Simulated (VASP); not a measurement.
# Mending a geometry relaxation on AgCl

System: AgCl (F-43m, 2 atoms in the cell).
Method of run 1: DFT, plane waves, PAW, settings varied from a LDA run (VASP 6.6.1).

The structure was built on a prototype by a generator. Some settings of this run were made unusual or wrong on purpose. The geometry comes from this level: PBE. 

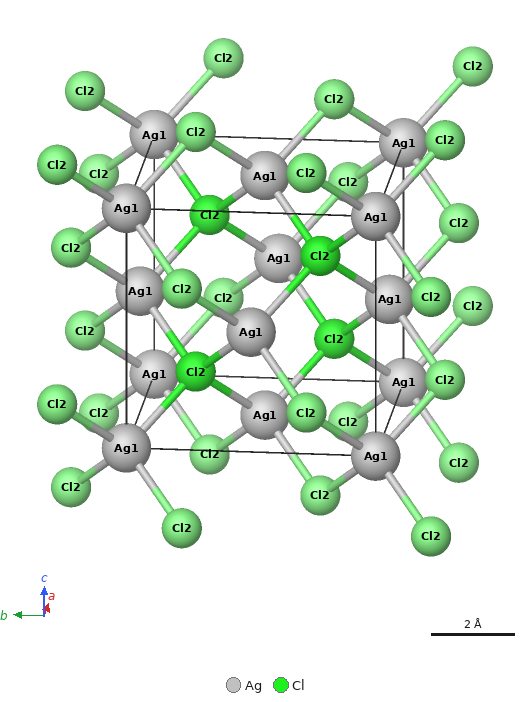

The input geometry (ball-and-stick view of the cell 4 times as large as that of the calculation, set on its symmetry axes, seen at an oblique angle; neighbours outside the cell are drawn fainter; atoms are numbered from 1 in the order of the input). Near neighbours in the crystal (not all of them lie inside the picture): Ag has 4 Cl at 2.62 Å; Cl has 4 Ag at 2.62 Å.

## INCAR, run 1
```
ENCUT = 600.000000
EDIFF = 1.00e-07
EDIFFG = -5.00e-03
GGA = CA
PREC = Accurate
IBRION = 2
ISIF = 3
NBANDS = 16
LASPH = .TRUE.
LCHARG = .FALSE.
LWAVE = .FALSE.
LREAL = .FALSE.
NELM = 89
NSW = 30
ISMEAR = 1
SIGMA = 0.6
```

## KPOINTS, run 1
```
KPOINTS created by Atomic Simulation Environment
0
Gamma
6 6 6
0 0 0
```

## POSCAR, run 1
```
Ag Cl
 1.0000000000000000
     0.0000000000000000    3.0293613520081193    3.0293613520081193
     3.0293613520081193    0.0000000000000000    3.0293613520081193
     3.0293613520081193    3.0293613520081193    0.0000000000000000
 Ag  Cl
   1   1
Cartesian
  0.0000000000000000  0.0000000000000000  0.0000000000000000
  1.5146806760040596  1.5146806760040596  1.5146806760040596
```

Command:
```bash
mpirun -np 1 vasp_std
```

Hardware: 1 CPU thread, shared host.

## OSZICAR and lines of OUTCAR (run 1)
```
N       E                     dE             d eps       ncg     rms          rms(c)
DAV:   1     0.104178669617E+03    0.10418E+03   -0.88668E+03   512   0.110E+03
DAV:   2    -0.202843984964E+01   -0.10621E+03   -0.98667E+02   632   0.219E+02
DAV:   3    -0.666871801872E+01   -0.46403E+01   -0.46241E+01   592   0.484E+01
DAV:   4    -0.671091785044E+01   -0.42200E-01   -0.42191E-01   712   0.494E+00
DAV:   5    -0.671161223433E+01   -0.69438E-03   -0.69438E-03   592   0.621E-01    0.520E+00
DAV:   6    -0.655956731802E+01    0.15204E+00   -0.24221E-01   752   0.649E+00    0.367E+00
DAV:   7    -0.655233431752E+01    0.72330E-02   -0.69945E-02   600   0.173E+00    0.179E+00
[...]
       N       E                     dE             d eps       ncg     rms          rms(c)
DAV:   1    -0.674052229317E+01   -0.52175E-01   -0.74530E-01   520   0.840E+00    0.146E+00
DAV:   2    -0.669284134541E+01    0.47681E-01   -0.12182E-01   512   0.384E+00    0.500E-01
DAV:   3    -0.669064726129E+01    0.21941E-02   -0.51261E-03   632   0.469E-01    0.326E-01
DAV:   4    -0.669037763562E+01    0.26963E-03   -0.26295E-04   624   0.106E-01    0.120E-01
DAV:   5    -0.669034585636E+01    0.31779E-04   -0.24315E-05   624   0.737E-02    0.150E-02
DAV:   6    -0.669034686916E+01   -0.10128E-05   -0.11626E-05   608   0.315E-02    0.648E-03
DAV:   7    -0.669034667662E+01    0.19254E-06   -0.61809E-07   616   0.569E-03    0.198E-03
DAV:   8    -0.669034669902E+01   -0.22402E-07   -0.25370E-08   312   0.184E-03
   3 F= -.66903467E+01 E0= -.67076647E+01  d E =-.141186E+00
[... from OUTCAR:]
   NELECT =      18.0000    total number of electrons
 E-fermi :   2.7659
  free  energy   TOTEN  =        -6.6903466990 eV
  energy  without entropy=       -6.7423005959  energy(sigma->0) =       -6.70766466
```

Q: What went wrong, and how is the input to be mended?

A: Some settings of this run were drawn to be unusual or wrong (NELM = 89; NSW = 30; ISMEAR = 1; SIGMA = 0.6). It converged; results that depend on the unusual settings are not reference values. The volume changed by more than 5 % on the plane waves of the start, so the result carries a basis error; a second relaxation from the end is advised.

A run of the same system that converges differs from this input as follows (lines with − go, lines with + come):
```diff
+SIGMA = 0.020000
+ISMEAR = -1
+NELM = 120
+NSW = 40
-NELM = 89
-NSW = 30
-ISMEAR = 1
-SIGMA = 0.6
```

## OSZICAR and lines of OUTCAR (run 2)
```
N       E                     dE             d eps       ncg     rms          rms(c)
DAV:   1     0.108088788474E+03    0.10809E+03   -0.91006E+03   512   0.112E+03
DAV:   2    -0.239762279558E+01   -0.11049E+03   -0.10267E+03   616   0.234E+02
DAV:   3    -0.683427542690E+01   -0.44367E+01   -0.44245E+01   680   0.481E+01
DAV:   4    -0.687079602744E+01   -0.36521E-01   -0.36518E-01   616   0.463E+00
DAV:   5    -0.687138554484E+01   -0.58952E-03   -0.58951E-03   672   0.584E-01    0.757E+00
DAV:   6    -0.671567636833E+01    0.15571E+00   -0.27137E-01   656   0.718E+00    0.526E+00
DAV:   7    -0.670848896042E+01    0.71874E-02   -0.79222E-02   608   0.183E+00    0.220E+00
DAV:   8    -0.670557668954E+01    0.29123E-02   -0.44019E-03   608   0.591E-01    0.243E-01
DAV:   9    -0.670548827552E+01    0.88414E-04   -0.40447E-04   616   0.266E-01    0.343E-02
DAV:  10    -0.670550115057E+01   -0.12875E-04   -0.26704E-05   656   0.447E-02    0.829E-03
DAV:  11    -0.670550122796E+01   -0.77384E-07   -0.87069E-07   624   0.821E-03
   1 F= -.67055012E+01 E0= -.67055012E+01  d E =-.670550E+01
[... from OUTCAR:]
   NELECT =      18.0000    total number of electrons
 E-fermi :   3.0651
  free  energy   TOTEN  =        -6.7055012280 eV
  energy  without entropy=       -6.7055012279  energy(sigma->0) =       -6.70550123
```

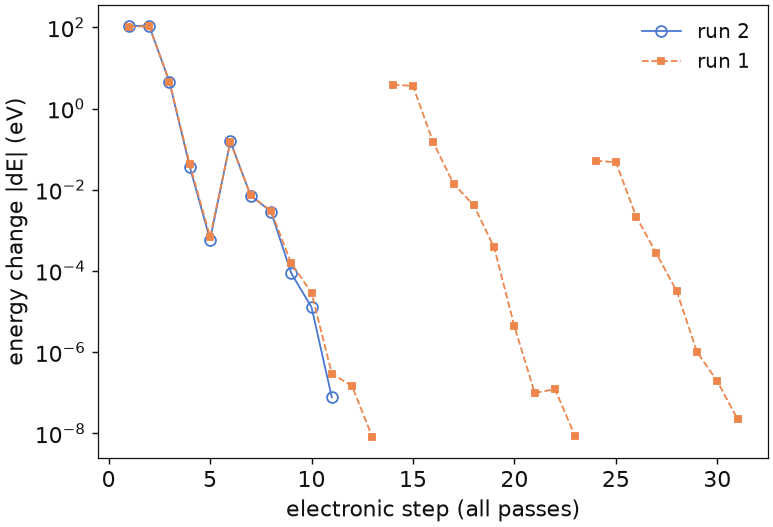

Convergence of the two runs: energy change |dE| against the electronic step. A break in a curve parts two SCF passes. Run 2 takes 11 steps in all, and run 1 takes 31.

## The two runs side by side

| quantity | run 1 | run 2 |
| --- | --- | --- |
| outcome | converged | converged |
| free energy per atom (eV) | −3.3452 | −3.3528 |
| energy per atom, smearing taken to zero (eV) | −3.3538 | −3.3528 |
| pressure (GPa) | −0.03 | −0.02 |
| volume per atom (Å³) | 24.00 | 27.80 |
| largest force (eV/Å) | 0.000 | 0.000 |
| SCF iterations | 31 | 11 |
| irreducible k-points | 16 | 16 |

The energy of run 2 (smearing taken to zero) is 1.1 meV per atom higher, which comes mainly from the change of smearing; a solver setting shouldn't move a converged energy. The volume per atom goes from 24.00 to 27.80 Å³. The SCF takes 11 iterations against 31.

Notes on run 2: The volume changed by more than 5 % on the plane waves of the start, so the result carries a basis error; a second relaxation from the end is advised.
